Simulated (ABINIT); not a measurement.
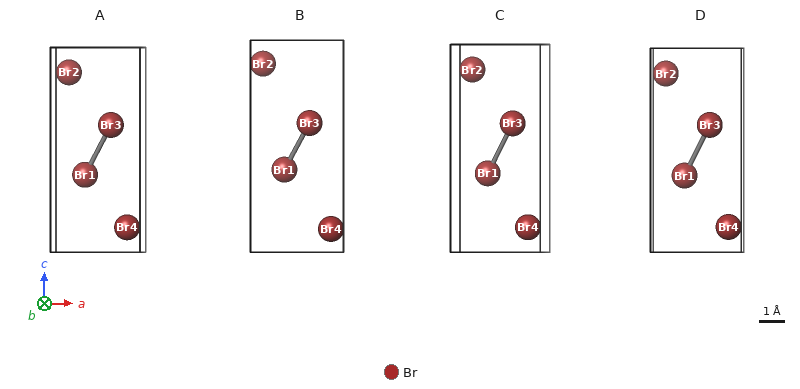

4 geometries from one relaxation of crystalline Br (set up in Cmce), in shuffled order. Style: ball-and-stick. Shown: the cell of the calculation, along the b axis.

The run lets cell and atoms move.

These are results of Kohn-Sham DFT of a periodic cell, PBEsol, PseudoDojo NC SR PBEsol v0.4.1 standard in ABINIT, not measurements. Settings: plane-wave cutoff 625.9 eV; k-point mesh 7 × 7 × 3; occupations fermi-dirac; smearing width 0.05 eV; no spin polarisation.

**Order the frames from highest to lowest energy.**

B, D, A, C. They are steps 0, 6, 11, 21, at +63.2 meV per atom, +21.2 meV per atom, +5.3 meV per atom relative to the last. The energy falls by 63.2 meV per atom in 21 geometry steps. The largest force component goes from 0.66 to 0.0018 eV/Å. Pressure: 0.10 GPa at the start and 0.00 GPa at the end. The largest moves relative to the cell, 0.12 Å, are those of Br1, Br2, Br3 and Br4. Br1 goes along [−2 2 −1]. The drawn cell changes as follows: a = b 4.087 → 4.118 Å (+0.7 %), c 8.702 → 8.531 Å (−2.0 %), γ 69.3° → 58.3°; the volume changes by −9.4 %. Some distances before and after: Br1–Br4 3.367 → 2.988 Å, Br1–Br3 2.287 → 2.399 Å. The space group stays Cmce (No. 64). Cost: 6.5 min on 4 threads of Intel(R) Xeon(R) 6975P-C (Granite Rapids) (shared host), peak memory 0.44 GiB.

Limits of the set-up: layers or molecules are held without a dispersion correction, so their spacing is unreliable.
